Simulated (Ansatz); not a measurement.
WSe$_{2}$ (slab)

Input file:

```
crystal:
  lattice:
    - [6.5580551291, 0.0, 0.0]
    - [-3.2790275646, 5.6794423413, 0.0]
    - [0.0, 0.0, 29.3291504491]
  atoms:
    - { symbol: Se, position: [0.1666666667, 0.3333333333, 0.2727661688] }
    - { symbol: Se, position: [0.1666666667, 0.8333333333, 0.2727661688] }
    - { symbol: Se, position: [0.6666666667, 0.3333333333, 0.2727661688] }
    - { symbol: Se, position: [0.6666666667, 0.8333333333, 0.2727661688] }
    - { symbol: W, position: [0.3333333333, 0.1666666667, 0.3301961432] }
    - { symbol: W, position: [0.3333333333, 0.6666666667, 0.3301961432] }
    - { symbol: W, position: [0.8333333333, 0.1666666667, 0.3301961432] }
    - { symbol: W, position: [0.8333333333, 0.6666666667, 0.3301961432] }
    - { symbol: Se, position: [0.1666666667, 0.3333333333, 0.3876261177] }
    - { symbol: Se, position: [0.1666666667, 0.8333333333, 0.3876261177] }
    - { symbol: Se, position: [0.6666666667, 0.3333333333, 0.3876261177] }
    - { symbol: Se, position: [0.6666666667, 0.8333333333, 0.3876261177] }
    - { symbol: Se, position: [0.3339012109, 0.1677548284, 0.4909519146] }
    - { symbol: Se, position: [0.3337448938, 0.6673279284, 0.491142719] }
    - { symbol: Se, position: [0.8336054708, 0.1674451124, 0.4910825545] }
    - { symbol: Se, position: [0.8333991961, 0.6672271206, 0.4909677056] }
    - { symbol: W, position: [0.1668123087, 0.3333157443, 0.5485394525] }
    - { symbol: W, position: [0.1665591399, 0.8346966986, 0.5483827147] }
    - { symbol: W, position: [0.6667811588, 0.3341526387, 0.5485946057] }
    - { symbol: W, position: [0.667672363, 0.8342363497, 0.5485390633] }
    - { symbol: Se, position: [0.3334136743, 0.1670051577, 0.606112197] }
    - { symbol: Se, position: [0.3330881068, 0.6677944341, 0.6056444978] }
    - { symbol: Se, position: [0.8335126747, 0.1674062048, 0.606096885] }
    - { symbol: Se, position: [0.8340395321, 0.6675672446, 0.6060550093] }
basis:
  ecutwfc: 420
kpoints:
  mp_grid: { grid: [3, 3, 1] }
hamiltonian:
  xc: pbe
  dispersion: d3bj
scf:
  occupations: { method: gaussian, width: 0.05 }
output:
  forces: true
  eigenvalues: true
  write_density: true
  volumetric_format: npy
efield:
  axis: 3
  dipole_correction: true
  ramp_width: 0.04
```

Run with:

```sh
ansatz run input.yaml --threads 4 --pin off --max-ram 10240MiB --backend cpu --events-out ev --progress --plain --runs-dir out
```

These are results of Ansatz, DFT PBE+D3(BJ), scalar-relativistic, plane waves, PAW, not measurements.

Q: Predict the valence pseudo-density between the atoms.

A: W–Se (2.53 Å): ρ is about 0.55 e/Å³ halfway.

Q: Metal or insulator at this level of theory?

A: It is gapped, with a Kohn–Sham gap of 1.3 eV on the k-point mesh (the band edges may lie off the mesh, which would make the gap smaller).

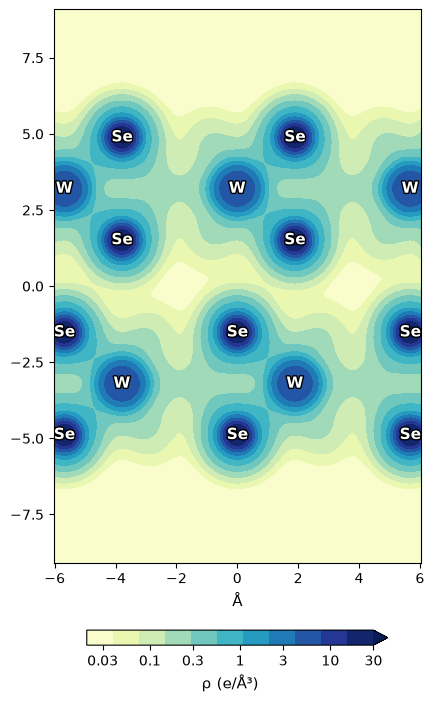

Computed valence pseudo-density on the (110) plane of the calculation cell, a cut from vacuum to vacuum. 

Core electrons are frozen (PAW), and the valence fields are smoothed inside the atomic spheres.
